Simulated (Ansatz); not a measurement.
**Geometry relaxation of Ta**

System: Ta (I4/mmm, 2 atoms in the cell).
Method: DFT, PBE, plane waves, PAW, no spin polarisation (Ansatz 0.2.0).

The structure derives from a Materials Project entry. The run did not end well. Figures and captions count atoms from 1; the log counts them from 0 in places.

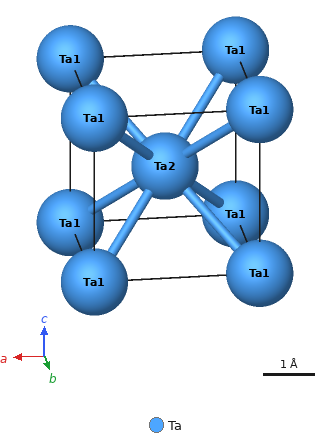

The structure as given in the input (ball-and-stick view of the cell of the calculation, set on other vectors, seen at an oblique angle; atoms are numbered from 1 in the order of the input).

**Input file**
```yaml
crystal:
  lattice:
    - [3.4518248868, 0.0, 0.0]
    - [0.0, 3.2858717672, 0.0]
    - [0.0, 0.0, 3.2858717672]
  atoms:
    - { symbol: Ta, position: [0.0, 0.0, 0.0] }
    - { symbol: Ta, position: [0.5, 0.5, 0.5] }
basis:
  ecutwfc: 420
kpoints:
  mp_grid: { grid: [16, 16, 16] }
hamiltonian:
  xc: pbe
scf:
  occupations: { method: gaussian, width: 0.1 }
  max_iter: 1
output:
  forces: true
  eigenvalues: true
  stress: true
relax:
  adjacent_minimum: "off"
  f_tol: 0.008
  max_steps: 40
  cell: { stress_tol: 0.015, fix: [a, angles] }
```

Launched with:
```bash
ansatz run input.yaml --threads 1 --pin off --max-ram 2560MiB --backend cpu --events-out ev --progress --plain --runs-dir out
```

**The program's output**
```
The last accepted step is kept in [file] (removed where the run ends without a failure and the disk answers)
Engine: ansatz 0.2.0, x86_64-unknown-linux-gnu
Pseudopotentials: kind: paw
Pseudopotential: Ta, paw, valence charge 13, recommended cutoff 420 eV (normal), Ta.paw.azcp
Functional definition: PBE
  parameter kappa = 0.804
  parameter beta = 0.06672455060314922
  exchange = pbe_x(kappa = kappa, mu = beta*pi^2/3)
  correlation = pbe_c(beta = beta)
Crystal: 2 atoms, lattice volume = 37.269 Å³
Basis set: ecut = 420 eV, 739 PW (Γ), exchange–correlation on 48×48×48 points (8 copies of the dense FFT grid, shifted against one another)
Bands: 17, of which v1, the nominal top of the filled ones, is band 13 counted from 1 (12 counted from 0)
Symmetry: 32 space group operations
Space group: I4/mmm (ITA 139), of the structure as read, at distance tolerance 3.3e-5 Å
k-points: 405 of 4096
Non-local potential: Ta, projectors of the file, l = 0: 3, l = 1: 2, l = 2: 2, l = 3: 1
PAW form: soft (Blöchl's): semilocal exchange-correlation on the pseudo side does not see the compensation charge
PAW one-centre angular grid: Ta, 590 points (default); XC on 64 Gauss nodes
Initial density: superposition of atomic densities (neutral atoms: chi_scale 0, normalization atom), corrected by the library's trained network
Initial wavefunctions: pseudopotential atomic-orbital guess
Functional: x = pbe(κ = 0.804, μ = 0.2195149727645171), c = pbe(β = 0.06672455060314922)
SCF iter   1: F=—  HF=-19864.480676 eV  |F-HF|=—  |Δ(HF+E_count)|=         —  Δρ=2.06e-3  dr2=4.82e-4  ethr=1.77e-3  ⟨swp⟩=4.2  Hψ=66115  notcnv=0
preconditioner: auto → none  [metal: Δε(μ)=0.002 eV  Ē_g=4.803 eV  σ=0.100 eV  W_gap=0.01  n_scr=6 (ndim 8)  ℏωp=19.2 eV  f_vac=0.000  D(μ)=2.83/eV (n_scr^D=28)  sad-step TF]
Error: did not converge after 1 iterations: dr2 = 4.82e-4 (threshold 1.00e-7), under the density mixer `msr1`, which `scf.mixing.algorithm: auto` chose by the deck's other keys (type `scf.mixing.algorithm: msr1` to keep it); raise `scf.max_iter`, which need not help a stalled SCF, or adjust the mixing (`scf.mixing`) or, under a smearing, its width (`scf.occupations.width`, in either direction: another width is another result); this SCF holds its density and magnetisation to the symmetry operations that it keeps, and cannot end on a state that breaks one of them: if the state sought breaks one, re-run with `crystal.symmetry.detect: false`, without `crystal.symmetry.time_reversal: true`, on a non-collinear deck whose state breaks time reversal, with `crystal.symmetry.time_reversal: false` beside it (there exact exchange or a DFT+U term alone can polarise the run; a magnetic state wants starting moments), where the deck allows it (that run may end on another state, and need not converge either); this run sums exchange and correlation on more points than the dense box has (`basis.xc_grid`), where a deck that converges on the dense box may not converge: try another level (where the key is left out runs that use forces, runs that use the stress, dielectric runs by a finite field, finite-displacement phonons, runs of phonons.displacement_patterns under a GGA or a meta-GGA, phonons by method: dfpt, dielectric runs by the response, runs on support functions, runs on PAW files under a meta-GGA or a hybrid on one, runs at kind: all_electron or under a hybrid on a GGA, runs under a text's formulas of a gradient, and runs on PAW files that evaluate rPW86 or Becke's exchange or LYP's correlation can take a finer level, which can go by the root key accuracy; a number is taken as typed), or, where it is served, `1`, the dense box, on which forces and the stress change with where the atoms sit on the grid; a lower level also moves a field's Born charges, by the response (dielectric, § Limitations, in the input reference) or by a finite field; under a meta-GGA, try another mixer (`scf.mixing.algorithm: anderson` or `broyden`); mind that the stability of the state on which such a run converges can go unchecked at the default of `scf.lower_state_search`; see `basis.xc_grid`, Limitations — the other mixer that `auto` picks from is left to try (`scf.mixing.algorithm: broyden`); it can need more iterations, either can converge an SCF that the other leaves open, and the two can end on different states; the input reference at `scf.mixing.algorithm` says more, and from which start to try it
```

**Outcome**

| quantity | value |
| --- | --- |
| outcome | not converged |
| space group (tolerance 0.01 Å) | I4/mmm (139) |
| hardware | 1 thread of Intel Xeon (Granite Rapids), 32 GiB of memory available, shared host |
| wall time | 2.9 s |
| peak memory | 0.52 GiB |

**Diagnosis**

The input was spoiled on purpose: too few SCF iterations. The cap is below what the field needs. The run did not converge: “did not converge after 1 iterations: dr2 = 4.82e-4 (threshold 1.00e-7), under the density mixer `msr1`, which `scf.mixing.algorithm: auto` chose by the deck's other keys (type `scf.mixing.algorithm: msr1` to keep it) …” Its last values are not results.
